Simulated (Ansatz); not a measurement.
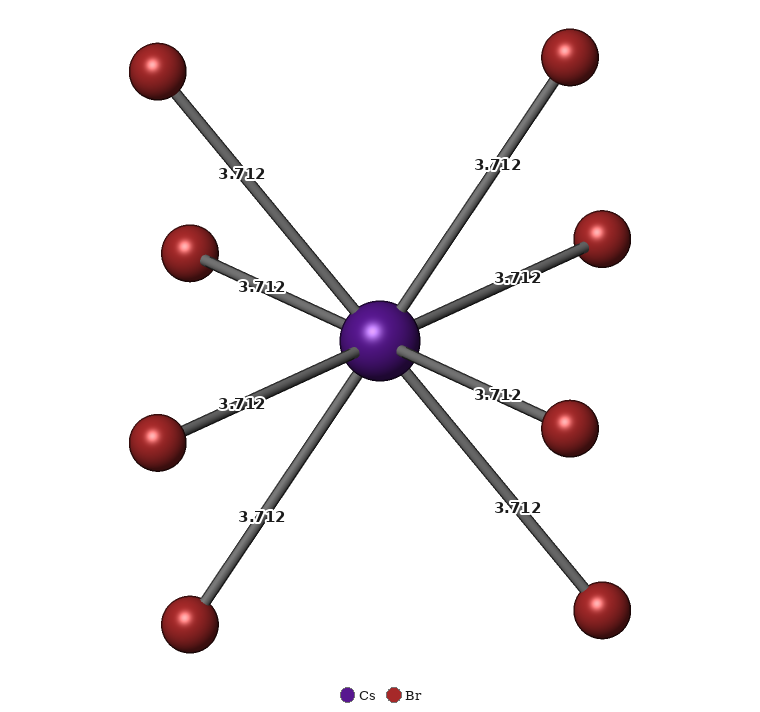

The surroundings of site Cs1 (at 0.000, 0.000, 0.000) in CsBr (Pm-3m), with bond lengths in Å.

Origin of the cell: a calculation's input that goes back to an entry of the Crystallography Open Database (an earlier step may have relaxed or displaced it).

```yaml
crystal:
  lattice:
    - [4.28600, 0.00000, 0.00000]
    - [0.00000, 4.28600, 0.00000]
    - [0.00000, 0.00000, 4.28600]
  atoms:
    - { symbol: Cs, position: [0.00000, 0.00000, 0.00000] }
    - { symbol: Br, position: [0.50000, 0.50000, 0.50000] }
```

Bond valence s = exp((R0 − d)/b), R0 fitted to published crystal structures with b = 0.37 Å; R0 in Å: Cs+–Br 2.961.

Calculate the bond-valence sum of Cs1 from the bonds drawn.

Answer. 8 × 0.131 = 1.05 v.u., against a formal valence of 1: a close match.

And over the whole structure?

Answer.
```tsv
site	x, y, z	formal valence	bond-valence sum	difference
Cs1	0.000, 0.000, 0.000	+1	1.05	0.05
Br1	0.500, 0.500, 0.500	−1	1.05	0.05
```

These sums include all anions within 5 Å. The global instability index (root mean square of the differences over all atoms) is 0.05 v.u.: little strain. The cell was not relaxed for this table, and a volume that is off by a few per cent shifts all sums together.
